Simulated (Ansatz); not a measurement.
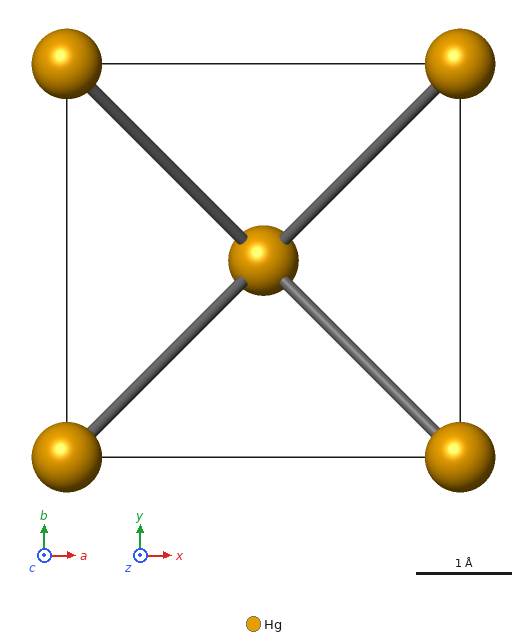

Energy scan for solid Hg (I4/mmm), in which the cell is strained along y alone, with the atoms kept at their fractional coordinates. x, y and z are the Cartesian axes of the input. The picture shows the reference cell. The picture is a ball-and-stick view of the conventional cell (2 times the calculation's cell), seen along the c axis. Lengths and directions refer to the drawn axes.

All numbers below come from DFT PBEsol, scalar-relativistic, plane waves, PAW (Ansatz). Settings: plane-wave cutoff 420 eV; k-point mesh 18 × 18 × 18; occupations gaussian; smearing width 0.15 eV; no spin polarisation. Energies (free energies at the smearing named) are counted from the cell as listed in its source, which wasn't relaxed.

Input file:
```yaml
crystal:
  lattice:
    - [-2.069695, 2.069695, 1.802258]
    - [2.069695, -2.069695, 1.802258]
    - [2.069695, 2.069695, -1.802258]
  atoms:
    - { symbol: Hg, position: [0.0, 0.0, 0.0] }
basis:
  ecutwfc: 420
kpoints:
  mp_grid: { grid: [18, 18, 18] }
hamiltonian:
  xc: pbesol
scf:
  occupations: { method: gaussian, width: 0.15 }
output:
  forces: true
  stress: true
  eigenvalues: true
```

### Predict the energy profile (the strain: −0.040, −0.020, 0.000, 0.010, 0.030).

```tsv
strain	energy change (meV/atom)
−0.040	−25.1
−0.020	−12.6
0.000	0.0
0.010	6.3
0.030	18.9
```

The lowest computed point lies at the strain −0.04 (−25.1 meV/atom). The energy is still falling at the end of the range, so the minimum along this coordinate lies there or beyond. At the ends of the scan the energy is −25.1 meV/atom (−0.04) and 18.9 meV/atom (0.03). The unrelaxed reference is under a pressure of −3.2 GPa, which tilts the curve. The distortion takes the space group from I4/mmm to Immm. At the strain −0.04 the cell of the drawing goes b 4.139 → 3.974 Å.
